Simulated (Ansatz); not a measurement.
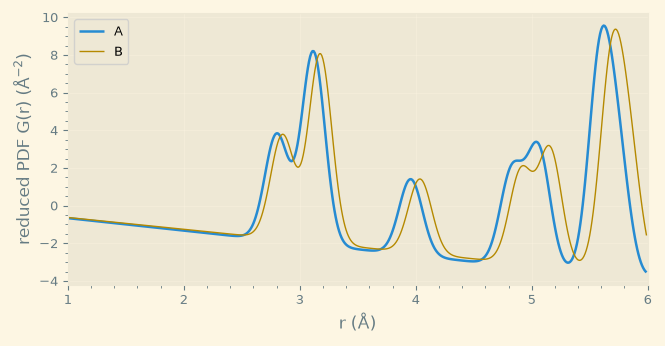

Each curve is a calculated X-ray PDF: distances of the static structure, each pair weighted by the product of the atomic numbers (X-ray weights at Q = 0), broadened by Gaussians with σ = 0.10 Å. No termination ripples are included. Both curves are of Li in space group P6/mmm, for two cells of different size. A: the input geometry of an electronic-structure calculation (not necessarily at equilibrium); the starting structure was generated, so it need not be a known form of this composition; B: the end point of a relaxation with DFT, BLYP, plane waves (420 eV) with PAW, scalar-relativistic (Ansatz 0.2.0); the starting structure was generated, so it need not be a known form of this composition.

### Which cell is the larger, and by how much?

Cell B is larger: the volume of B is 5.6 % above that of A (18.97 and 20.03 Å³ per atom), a mean linear change of 1.8 %. The shortest distance is 2.788 Å in A and 2.836 Å in B.

### Give both cells.

Cell A: a = 4.828 Å, b = 4.828 Å, c = 2.818 Å, α = 90.00°, β = 90.00°, γ = 120.00°
Cell B: a = 4.913 Å, b = 4.913 Å, c = 2.875 Å, α = 90.00°, β = 90.00°, γ = 120.00°
